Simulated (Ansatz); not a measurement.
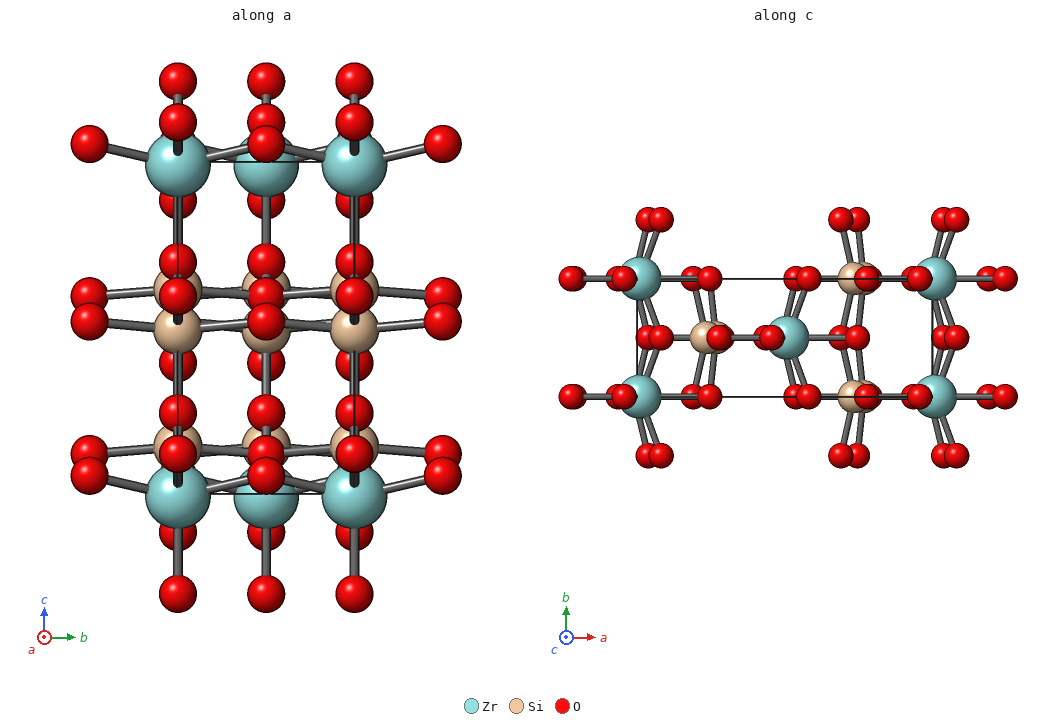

We look at a ball-and-stick model of the crystal along the a axis and along the c axis. One conventional unit cell is framed, with atoms on its boundary repeated. A few atoms beyond the faces are included.

ZrSi₃O₈, space group Cm (No. 8), a = 9.68 Å, b = 3.62 Å, c = 7.26 Å, α = 90.00°, β = 110.41°, γ = 90.00°.

Electronic-structure method: Ansatz, DFT, r2SCAN, plane waves, PAW. Parameters: a 500 eV plane-wave basis, k-points about 0.23 Å⁻¹ apart, Fermi-Dirac smearing of 0.02 eV, no spin polarisation.

**What does the calculation say: metal or gapped?**

An insulator at this level, with a gap of 4.58 eV, indirect; the smallest direct gap is 4.62 eV.

The structure comes from a structure type filled with these elements by a generator (whether the compound takes this form wasn't checked). This is the structure after a relaxation with DFT, r2SCAN, plane waves, PAW in Ansatz.
